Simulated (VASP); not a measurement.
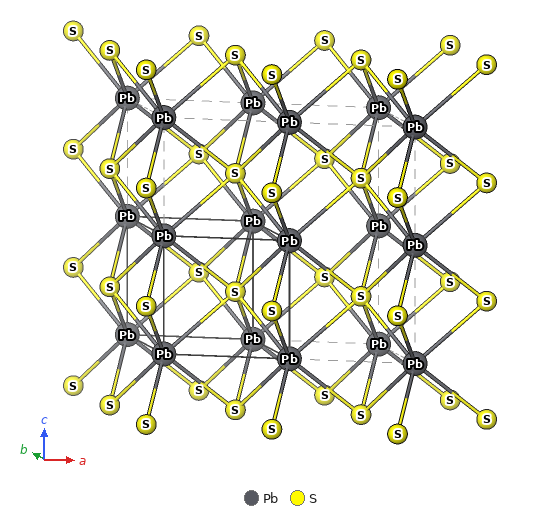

PbS (space group P-6m2, No. 187). Coordinates: a cell listed in the Materials Project, as set up for an electronic-structure calculation.

Bonds are taken as Pb–S below 3.4 Å. Atoms with one bond or none are removed and atoms with two bonds are replaced by edges, until no such atom is left.

What kind of net remains, and which atoms are its nodes?

Answer. A uninodal 6-connected, three-periodic net: Pb and S are 6-connected nodes.

Which named net is it?

Answer. It is the acs net, known from WC.

Is the net interpenetrated?

Answer. It is a single net, without interpenetration.

Give the point symbol of each node (shortest cycle at each angle).

Answer. Pb and S: 4^9.6^6.

How many nodes does the smallest cycle have?

Answer. Four.

The simplified net, drawn on the atoms' positions. Nodes are coloured by element. Short stubs are edges that leave the cut-out.

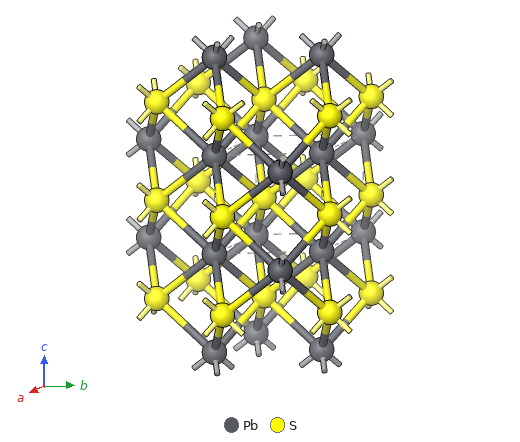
